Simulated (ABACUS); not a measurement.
**Rh: band-structure run (part 1 of 2)**

Rh (Fm-3m, 1 atom in the cell), computed with Kohn-Sham DFT of a periodic cell, SCAN, SG15 ONCV 1.2 PBE, no spin polarisation (ABACUS 3.10.1).

The structure derives from an entry of the Crystallography Open Database.

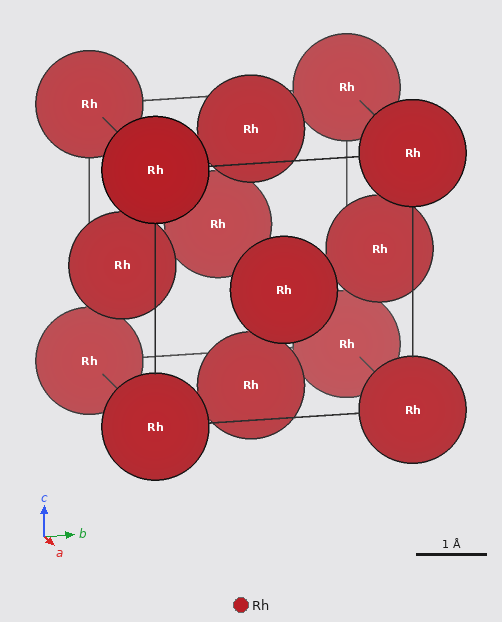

Fig. 1: The structure as given in the input (spheres-only view of the cell 4 times as large as that of the calculation, set on its symmetry axes, seen slightly off an axis).

**Key numbers**

| quantity | value |
| --- | --- |
| outcome | converged |
| space group (tolerance 0.01 Å) | Fm-3m (225) |
| electrons treated | 17 |
| free energy | −2952.7158 eV |
| Fermi energy of the self-consistent step | 23.330 eV |
| gap on the k-point mesh | none (metallic) |
| pressure | −2.94 GPa |
| largest force (length of the vector) | under 0.001 eV/Å |
| hardware | 4 threads of Intel Xeon @ 2.50GHz (Skylake/Cascade Lake), 16 GiB of memory available, shared host |
| wall time | 33 s (CPU time 2.1 min) |
| peak memory | 0.32 GiB |

**The input**
```python
"""ABACUS run from a structure file: ASE reads it, the script writes STRU, KPT and INPUT."""
import re
import subprocess
from ase.io import read
from ase.units import Bohr

atoms = read("POSCAR")
atoms = atoms[(-atoms.numbers).argsort(kind="stable")]  # ABACUS lists atoms element by element
pseudo = {'Rh': 'Rh_ONCV_PBE-1.2.upf'}
orbital = {}
magmoms = None
kmesh = [8, 8, 8]
params = {
    'suffix': 'Rh',
    'calculation': 'scf',
    'basis_type': 'pw',
    'pseudo_dir': './',
    'symmetry': 1,
    'dft_functional': 'scan',
    'ecutwfc': 103,
    'pseudo_rcut': 10,
    'nspin': 1,
    'nbands': 19,
    'ks_solver': 'dav',
    'smearing_method': 'fd',
    'smearing_sigma': 0.00367493,
    'scf_thr': 1e-08,
    'scf_nmax': 100,
    'mixing_type': 'broyden',
    'mixing_beta': 0.7,
    'cal_force': 1,
    'cal_stress': 1,
    'mixing_tau': 1,
    'out_chg': 1,
    'kpar': 4,
}

symbols = atoms.get_chemical_symbols()
elements = list(dict.fromkeys(symbols))
lines = ["ATOMIC_SPECIES"] + [f"{e} {atoms.get_masses()[symbols.index(e)]:.4f} {pseudo[e]}" for e in elements]
if orbital:
    lines += ["", "NUMERICAL_ORBITAL"] + [orbital[e] for e in elements]
lines += ["", "LATTICE_CONSTANT", f"{1 / Bohr:.10f}", "", "LATTICE_VECTORS"]
lines += [" ".join(f"{x:.10f}" for x in v) for v in atoms.cell]
lines += ["", "ATOMIC_POSITIONS", "Direct"]
for e in elements:
    lines += ["", e, "0.0", str(symbols.count(e))]
    for i, p in enumerate(atoms.get_scaled_positions(wrap=False)):
        if symbols[i] == e:
            mag = "" if magmoms is None else " mag " + " ".join(str(x) for x in (magmoms[i] if isinstance(magmoms[i], list) else [magmoms[i]]))
            lines.append(" ".join(f"{x:.10f}" for x in p) + " 1 1 1" + mag)
open("STRU", "w").write("\n".join(lines) + "\n")
open("KPT", "w").write("K_POINTS\n0\nGamma\n%d %d %d 0 0 0\n" % tuple(kmesh))
open("INPUT", "w").write("INPUT_PARAMETERS\n" + "".join(f"{k:<20s}{v}\n" for k, v in params.items()))

done = subprocess.run(['mpirun', '-np', '4', 'abacus'])
if done.returncode:
    raise SystemExit(done.returncode)
log = open("OUT.Rh/running_scf.log").read()
print("final energy (eV):", re.findall(r"FINAL_ETOT_IS (\S+)", log))
```

**File POSCAR**
```
Rh
1.0
    0.0000000000      1.8978500000      1.8978500000
    1.8978500000      0.0000000000      1.8978500000
    1.8978500000      1.8978500000      0.0000000000
Rh
1
Direct
    0.0000000000      0.0000000000      0.0000000000
```

**File INPUT**
```
INPUT_PARAMETERS
suffix              Rh
calculation         scf
basis_type          pw
pseudo_dir          ./
symmetry            1
dft_functional      scan
ecutwfc             103
pseudo_rcut         10
nspin               1
nbands              19
ks_solver           dav
smearing_method     fd
smearing_sigma      0.00367493
scf_thr             1e-08
scf_nmax            100
mixing_type         broyden
mixing_beta         0.7
cal_force           1
cal_stress          1
mixing_tau          1
out_chg             1
kpar                4
```

**File STRU**
```
ATOMIC_SPECIES
Rh 102.9055 Rh_ONCV_PBE-1.2.upf

LATTICE_CONSTANT
1.8897261258

LATTICE_VECTORS
0.0000000000 1.8978500000 1.8978500000
1.8978500000 0.0000000000 1.8978500000
1.8978500000 1.8978500000 0.0000000000

ATOMIC_POSITIONS
Direct

Rh
0.0
1
0.0000000000 0.0000000000 -0.0000000000 1 1 1
```

**File KPT**
```
K_POINTS
0
Gamma
8 8 8 0 0 0
```

Command:
```bash
OMP_NUM_THREADS=1 python run_abacus.py > log
```

**The program's output**
```
ABACUS v3.10.1

               Atomic-orbital Based Ab-initio Computation at UStc

 ------------------------------------------------------------------------------------

 READING GENERAL INFORMATION
                           global_out_dir = OUT.Rh/
                           global_in_card = INPUT
                               pseudo_dir = ./
                              orbital_dir =
                                    DSIZE = 4
                                    GSIZE = 1

 READING UNITCELL INFORMATION
                                    ntype = 1
                  lattice constant (Bohr) = 1.88973
              lattice constant (Angstrom) = 1

 READING ATOM TYPE 1
                               atom label = Rh
                      L=0, number of zeta = 1
                      L=1, number of zeta = 1
                      L=2, number of zeta = 1
             number of atom for this type = 1

                        TOTAL ATOM NUMBER = 1
DIRECT COORDINATES
    atom                   x                   y                   z     mag                  vx                  vy                  vz
taud_Rh1            0.0000000000        0.0000000000        0.0000000000  0.0000        0.0000000000        0.0000000000        0.0000000000

                          Volume (Bohr^3) = 92.2597
                             Volume (A^3) = 13.6715

 Lattice vectors: (Cartesian coordinate: in unit of a_0)
                   +0            +1.89785            +1.89785
             +1.89785                  +0            +1.89785
             +1.89785            +1.89785                  +0
 Reciprocal vectors: (Cartesian coordinate: in unit of 2 pi/a_0)
            -0.263456           +0.263456           +0.263456
            +0.263456           -0.263456           +0.263456
            +0.263456           +0.263456           -0.263456
 The esolver type has been set to : ksdft_pw

                PAO radial cut off (Bohr) = 10

 Read in pseudopotential file is Rh_ONCV_PBE-1.2.upf
                     pseudopotential type = NC
          exchange-correlation functional = PBE
                 nonlocal core correction = 0
                        valence electrons = 17
                                     lmax = 2
                           number of zeta = 0
                     number of projectors = 6
                           L of projector = 0
                           L of projector = 0
                           L of projector = 1
                           L of projector = 1
                           L of projector = 2
                           L of projector = 2
 XC functional updated to : scan
          exchange-correlation functional = SCAN
     initial pseudo atomic orbital number = 0

 SETUP THE ELECTRONS NUMBER
            electron number of element Rh = 17
      total electron number of element Rh = 17
            AUTOSET number of electrons:  = 17
                           occupied bands = 9
                                   NBANDS = 19
                                   NLOCAL = 9

%%%%%%%%%%%%%%%%%%%%%%%%%%%%%%%%%%%%%%%%%%%%%%%%%%%%%%%%%%%%%%%%%%%%%%%%%%%%%%%%%%%%%%%%%%%%%%%%%%%%%%%%%%
 Warning: the number of valence electrons in pseudopotential > 9 for Rh: [Kr] 4d8 5s1
 Pseudopotentials with additional electrons can yield (more) accurate outcomes, but may be less efficient.
 If you're confident that your chosen pseudopotential is appropriate, you can safely ignore this warning.
%%%%%%%%%%%%%%%%%%%%%%%%%%%%%%%%%%%%%%%%%%%%%%%%%%%%%%%%%%%%%%%%%%%%%%%%%%%%%%%%%%%%%%%%%%%%%%%%%%%%%%%%%%

 SETUP THE PLANE WAVE BASIS
 energy cutoff for charge/potential (unit:Ry) = 412
            fft grid for charge/potential = [ 36, 36, 36 ]
                        fft grid division = [ 1, 1, 1 ]
        big fft grid for charge/potential = [ 36, 36, 36 ]
                                     nbxx = 46656
                                     nrxx = 46656

 SETUP PLANE WAVES FOR CHARGE/POTENTIAL
                    number of plane waves = 13107
                         number of sticks = 745

 PARALLEL PW FOR CHARGE/POTENTIAL
     PROC   COLUMNS(POT)             PW
        1            745          13107
 --------------- sum -------------------
        1            745          13107
                            number of |g| = 181
                                  max |g| = 37.2033
                                  min |g| = 0

----------- Double Check Mixing Parameters Begin ------------
mixing_type: broyden
mixing_beta: 0.7
mixing_gg0: 1
mixing_gg0_min: 0.1
mixing_ndim: 8
----------- Double Check Mixing Parameters End ------------

 LATTICE VECTORS: (CARTESIAN COORDINATE: IN UNIT OF A0)
                   +0            +1.89785            +1.89785
             +1.89785                  +0            +1.89785
             +1.89785            +1.89785                  +0
                       right hand lattice = 1
                                   NORM_A = 2.68397
                                   NORM_B = 2.68397
                                   NORM_C = 2.68397
                           ALPHA (DEGREE) = 60
                           BETA  (DEGREE) = 60
                           GAMMA (DEGREE) = 60

 The lattice vectors have been changed (STRU_SIMPLE.cif)

(for optimal symmetric configuration:)
                             BRAVAIS TYPE = 3
                     BRAVAIS LATTICE NAME = 03. Cubic F (face-centered)
                                    ibrav = 3
                                    IBRAV = 3
                                  BRAVAIS = FACE CENTERED CUBIC
                       LATTICE CONSTANT A = 3.7957
Original cell was already a primitive cell.
                        ROTATION MATRICES = 48
              PURE POINT GROUP OPERATIONS = 48
                   SPACE GROUP OPERATIONS = 48
                              POINT GROUP = O_h
               POINT GROUP IN SPACE GROUP = O_h

 SETUP K-POINTS
                                    nspin = 1
                   Input type of k points = Monkhorst-Pack(Gamma)
                                   nkstot = 512
                       right hand lattice = 1
(for reciprocal lattice: )
                             BRAVAIS TYPE = 2
                     BRAVAIS LATTICE NAME = 02. Cubic I (body-centered)
                                    ibrav = 2
                       right hand lattice = 1
(for k-lattice: )
                             BRAVAIS TYPE = 2
                     BRAVAIS LATTICE NAME = 02. Cubic I (body-centered)
                                    ibrav = 2
                       right hand lattice = 1
                        ROTATION MATRICES = 48
                               nkstot_ibz = 29
K-POINTS REDUCTION ACCORDING TO SYMMETRY
     IBZ    DIRECT_X    DIRECT_Y    DIRECT_Z  WEIGHT  ibz2bz
       1  0.00000000  0.00000000  0.00000000  0.0020       0
       2  0.12500000  0.12500000  0.12500000  0.0156       1
       3  0.25000000  0.25000000  0.25000000  0.0156       2
       4  0.37500000  0.37500000  0.37500000  0.0156       3
       5  0.50000000  0.50000000  0.50000000  0.0078       4
       6  0.12500000  0.12500000  0.00000000  0.0117       9
       7  0.25000000  0.25000000  0.12500000  0.0469      10
       8  0.37500000  0.37500000  0.25000000  0.0469      11
       9  0.50000000  0.50000000  0.37500000  0.0469      12
      10  0.50000000  0.37500000  0.37500000  0.0469      13
      11  0.37500000  0.25000000  0.25000000  0.0469      14
      12  0.12500000  0.12500000  0.25000000  0.0234      15
      13  0.25000000  0.25000000  0.00000000  0.0117      18
      14  0.37500000  0.37500000  0.12500000  0.0469      19
      15  0.50000000  0.50000000  0.25000000  0.0469      20
      16 -0.37500000  0.37500000  0.37500000  0.0469      21
      17  0.50000000  0.25000000  0.25000000  0.0234      22
      18  0.37500000  0.37500000  0.00000000  0.0117      27
      19  0.50000000  0.50000000  0.12500000  0.0469      28
      20 -0.25000000  0.37500000  0.37500000  0.0234      29
      21  0.50000000  0.50000000  0.00000000  0.0059      36
      22  0.37500000  0.25000000  0.12500000  0.0469      83
      23  0.50000000  0.37500000  0.25000000  0.0938      84
      24  0.50000000  0.37500000 -0.37500000  0.0469      85
      25  0.50000000  0.37500000  0.12500000  0.0469      92
      26  0.50000000  0.37500000 -0.25000000  0.0938      93
      27 -0.37500000  0.37500000  0.25000000  0.0469      94
      28 -0.12500000  0.50000000  0.37500000  0.0234     101
      29  0.50000000  0.25000000 -0.25000000  0.0117     166

                               nkstot now = 29
[... K-POINTS DIRECT COORDINATES: 29 rows ...]

           k-point number in this process = 8
       minimum distributed K point number = 7
[... stars of the k points ...]

[... K-POINTS CARTESIAN COORDINATES: 8 rows ...]

[... K-POINTS DIRECT COORDINATES: 8 rows ...]

 SETUP PLANE WAVES FOR WAVE FUNCTIONS
     energy cutoff for wavefunc (unit:Ry) = 103
              fft grid for wave functions = [ 36, 36, 36 ]
                    number of plane waves = 2085
                         number of sticks = 211

 PARALLEL PW FOR WAVE FUNCTIONS
     PROC   COLUMNS(POT)             PW
        1            211           2085
 --------------- sum -------------------
        1            211           2085

 SETUP NONLOCAL PSEUDOPOTENTIALS IN PLANE WAVE BASIS
 Rh non-local projectors:
 projector 1 L=0
 projector 2 L=0
 projector 3 L=1
 projector 4 L=1
 projector 5 L=2
 projector 6 L=2
      TOTAL NUMBER OF NONLOCAL PROJECTORS = 18

 Init Non-Local PseudoPotential table :
 Init Non-Local-Pseudopotential done.

                                     npwx = 1639

 -------------------------------------------
 SELF-CONSISTENT
 -------------------------------------------
                                 init_chg = atomic

 PW ALGORITHM --------------- ION=   1  ELEC=   1--------------------------------
 Notice: Threshold on eigenvalues was too large.
 hsover_error=0.17 > DRHO=0.0203864
 Origin diag ethr = 0.01
 New diag ethr = 0.00011992

 Density error is 0.0175595008064
                          Error Threshold = 0.000119920064751
----------------------------------------------------------
     Energy           Rydberg                 eV
```
